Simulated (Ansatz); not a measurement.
Si16C (cell with a defect)

```
Si C
1.0
     0.00000    5.43000    5.43000
     5.43000    0.00000    5.43000
     5.43000    5.43000    0.00000
Si C
16 1
Direct
  0.98004 0.01925 0.02042
  0.11258 0.13985 0.14025
  0.97669 0.01514 0.51373
  0.13105 0.08446 0.65311
  0.97669 0.51337 0.01492
  0.13160 0.65219 0.08423
  0.06954 0.43087 0.43105
  0.07794 0.64731 0.64696
  0.48614 0.01354 0.01363
  0.60716 0.13964 0.14006
  0.49418 0.01484 0.51356
  0.60323 0.15321 0.63957
  0.49473 0.51320 0.01464
  0.60325 0.63947 0.15324
  0.47193 0.52764 0.52761
  0.62739 0.64705 0.64671
  0.90666 0.59450 0.59162
```

The SCF solution may not be the lowest one; the program warned that a starting moment wasn't kept; spin-polarised.

The calculation used Ansatz 0.2.0, DFT PBE-D3(BJ), scalar-relativistic, plane waves, PAW.

In a PAW calculation such maps are meaningful between the atoms, not at the nuclei.

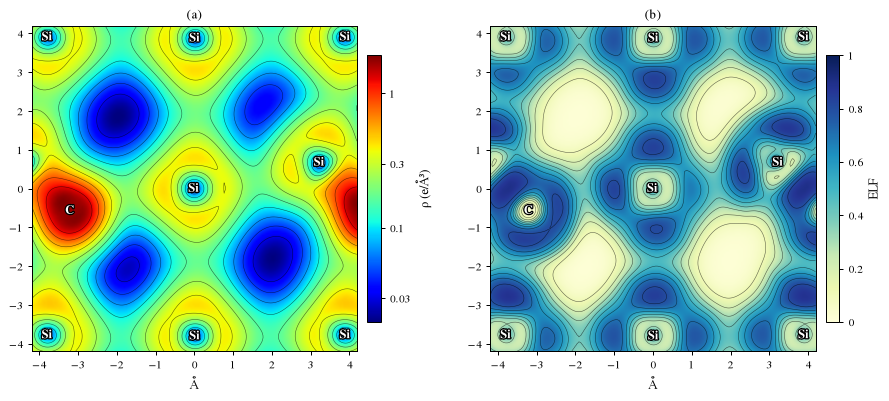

Figure 1. (a) valence pseudo-density; (b) electron localisation function on the (101) plane of the calculation cell.

Q: Read the bonding off the picture.

A:
- Atoms in the plane: Si and C.
- Between the atoms the lowest density in this plane is 0.02 e/Å³.

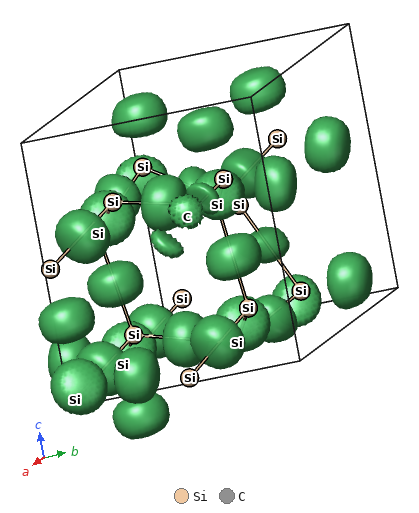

Figure 2. Isosurface of the ELF at 0.85 (green), seen slightly off an axis. Core shells and regions of very low density are left out. Sticks mark near contacts.

Q: Identify the bonds, lone pairs and shells in this picture.

A: The surface consists of three regions between bonded C–Si atoms (shared pairs) and 30 regions between bonded Si–Si atoms (shared pairs), counted in one cell of 17 atoms. Any copies at cell faces, edges or corners count once. Profiles from the grid: Si–C (1.76 Å): the ELF peaks at about 0.90 between the atoms (a covalent bond). Si–Si (2.28 Å): the ELF peaks at about 0.95 between the atoms (a shared electron pair).
